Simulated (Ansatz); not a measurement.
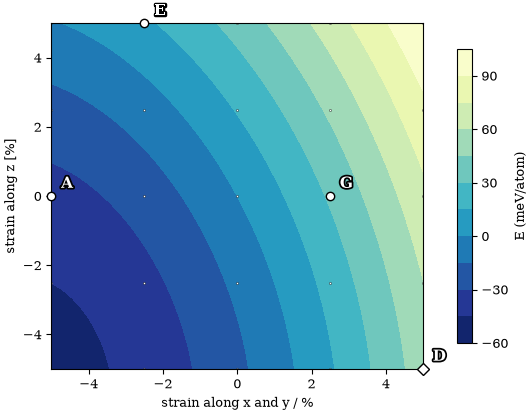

KCl (Pm-3m, No. 221; 2 atoms in the cell). The cell is strained homogeneously, by one strain along x and y and another along z, with fractional coordinates fixed (x, y and z along the cube axes). First axis: strain along x and y. Second axis: strain along z. The grid has 5 × 5 points. Points are written as (first, second). All energies are given in meV/atom relative to the unstrained cell. The reference cell is the one listed in the database, not relaxed at this level. These are results of DFT LDA, scalar-relativistic, plane waves, PAW (Ansatz), not measurements. Settings: cutoff 420 eV, k-mesh 6×6×6, gaussian smearing 0.05 eV, no spin polarisation.

The picture shows filled contours, dots at the grid points, lettered points. Between grid points the surface is interpolated.

Question: Is E the lowest point of the computed grid?

Answer: No. E lies 62 meV/atom above the lowest grid point, which is at (−5.0 %, −5.0 %).

Question: Rank the lettered points by energy, lowest first.

Answer: A (−35 meV/atom), E (13 meV/atom), G (32 meV/atom), D (53 meV/atom).
